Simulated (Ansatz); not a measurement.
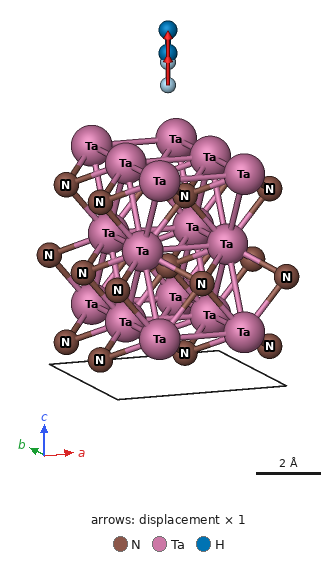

This is a constrained relaxation of a slab of composition Ta6HN6 (cut from the P-6m2 phase). The starting structure is drawn faded, the final one solid; red arrows show the displacements, at their true length.

A ball-and-stick model of the cell of the calculation, outlined in the plane, without the vacuum (origin shifted), seen slightly off an axis.

Case: 1 H2 a cell, upright, over a hollow Ta-Ta site. The slab is the (1 0 0) face of TaN with H2 on it. 12 atoms are held fixed.

Theory: DFT PBE+D3(BJ), scalar-relativistic, plane waves, PAW (Ansatz 0.2.0).

Input file:
```yaml
crystal:
  lattice:
    - [5.7615861975, 0.0, 0.0]
    - [0.0, 5.8570264689, 0.0]
    - [0.0, 0.0, 24.6677226648]
  atoms:
    - { symbol: "N", position: [0.0, 0.75, 0.3243104404] }
    - { symbol: "N", position: [0.0, 0.25, 0.3243104404] }
    - { symbol: "N", position: [0.5, 0.75, 0.3243104404] }
    - { symbol: "N", position: [0.5, 0.25, 0.3243104404] }
    - { symbol: Ta, position: [0.25, 0.0, 0.3585814983] }
    - { symbol: Ta, position: [0.25, 0.5, 0.3585814983] }
    - { symbol: Ta, position: [0.75, 0.0, 0.3585814983] }
    - { symbol: Ta, position: [0.75, 0.5, 0.3585814983] }
    - { symbol: "N", position: [0.0, 0.5, 0.4271236141] }
    - { symbol: "N", position: [0.0, 0.0, 0.4271236141] }
    - { symbol: "N", position: [0.5, 0.5, 0.4271236141] }
    - { symbol: "N", position: [0.5, 0.0, 0.4271236141] }
    - { symbol: Ta, position: [0.25, 0.75, 0.4626567718] }
    - { symbol: Ta, position: [0.25, 0.25, 0.4626567718] }
    - { symbol: Ta, position: [0.75, 0.75, 0.4626567718] }
    - { symbol: Ta, position: [0.75, 0.25, 0.4626567718] }
    - { symbol: "N", position: [0.0, 0.25, 0.5311302675] }
    - { symbol: "N", position: [0.0, 0.75, 0.5311302675] }
    - { symbol: "N", position: [0.5, 0.25, 0.5311302675] }
    - { symbol: "N", position: [0.5, 0.75, 0.5311302675] }
    - { symbol: Ta, position: [0.25, 0.5, 0.5661776436] }
    - { symbol: Ta, position: [0.25, 0.0, 0.5661776436] }
    - { symbol: Ta, position: [0.75, 0.5, 0.5661776436] }
    - { symbol: Ta, position: [0.75, 0.0, 0.5661776436] }
    - { symbol: H, position: [0.0, 0.0, 0.6642815518] }
    - { symbol: H, position: [0.0, 0.0, 0.6946856556] }
basis:
  ecutwfc: 420
kpoints:
  mp_grid: { grid: [3, 3, 1] }
hamiltonian:
  xc: pbe
  dispersion: d3bj
scf:
  occupations: { method: gaussian, width: 0.1 }
output:
  forces: true
  eigenvalues: true
relax:
  adjacent_minimum: "off"
  f_tol: 0.04
  max_steps: 100
  constraints: [{ sites: [0, 1, 2, 3, 4, 5, 6, 7, 8, 9, 10, 11] }]
efield:
  axis: 3
  dipole_correction: true
  ramp_width: 0.04
```

Command:
```bash
ansatz run input.yaml --threads 4 --pin off --max-ram 10240MiB --backend cpu --events-out ev --progress --plain --runs-dir out
```

Q: What happened in the run?

A: After 7 geometry steps the energy has fallen by 0.151 eV per cell of the calculation. Largest force component: 0.53 eV/Å at the start, 0.012 eV/Å at the end. The largest moves, 1.04 Å, are those of H25 and H26. H26 goes along the normal (+c). N and Ta stay in place. The lattice vectors keep their values. Cost: 2.1 min on 4 threads of Arm Neoverse V2, on a shared host, peak memory 2.1 GiB.

Limits of the set-up: the periodic images lie only 5.8 Å apart, so the values are limited by the cell's size.
